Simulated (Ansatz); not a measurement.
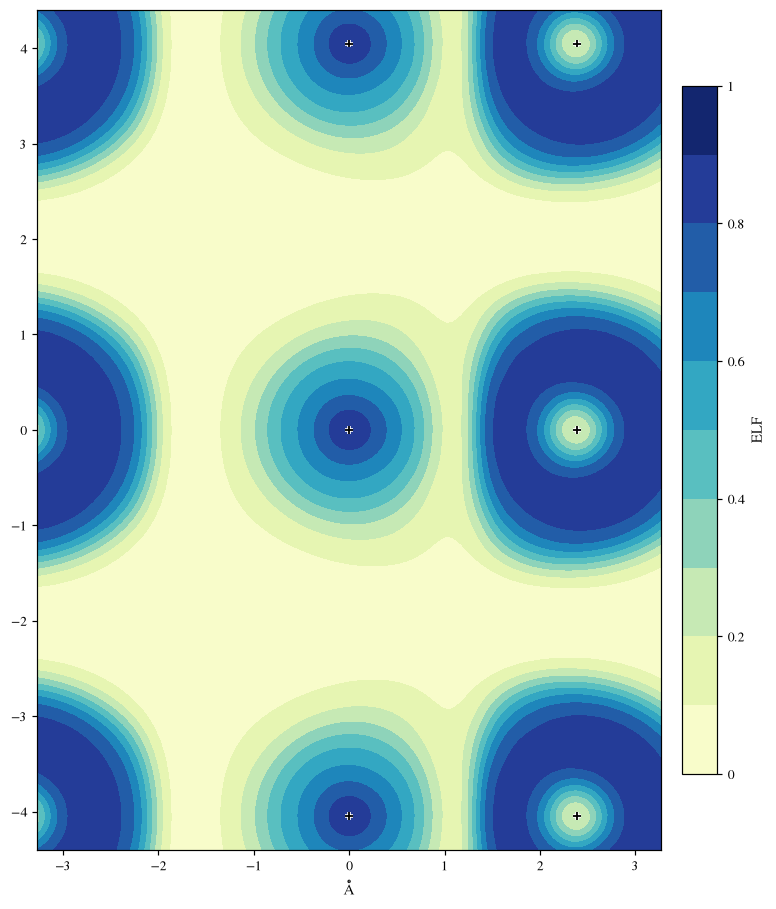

The electron localisation function on a plane through atoms (crosses mark nuclei in the plane).

Method: DFT PBE, scalar-relativistic, plane waves, PAW (Ansatz 0.2.0).

Candidates:
A. In, a = 4.60 Å, b = 4.67 Å, c = 4.99 Å, α = 90.00°, β = 90.00°, γ = 90.00°. Space group Fmmm; changed on purpose from its base cell (engineering shear strain xy -0.0800, normal strain along z -0.0233); computed without spin polarisation.
B. AgCl, a = 5.61 Å, b = 5.84 Å, c = 5.84 Å, α = 90.00°, β = 90.00°, γ = 90.00°. Space group Fmm2; changed on purpose from its base cell (mode 4 frozen in at -0.383 Å, equal normal strain along x and y +0.0400); not relaxed (largest force 0.9 eV/Å).
C. Sr, a = 4.27 Å, b = 4.27 Å, c = 7.01 Å, α = 90.00°, β = 90.00°, γ = 120.00°. Space group P6₃/mmc.

> Which candidate gave the map?

Candidate B: AgCl on the (110) plane of the conventional cell, which holds Ag and Cl. Ag–Cl (2.39 Å): the ELF peaks at about 0.85 in the valence shell of Cl, 0.7 Å from its nucleus, and is about 0.20 at the midpoint: no shared electron pair shows on this line.
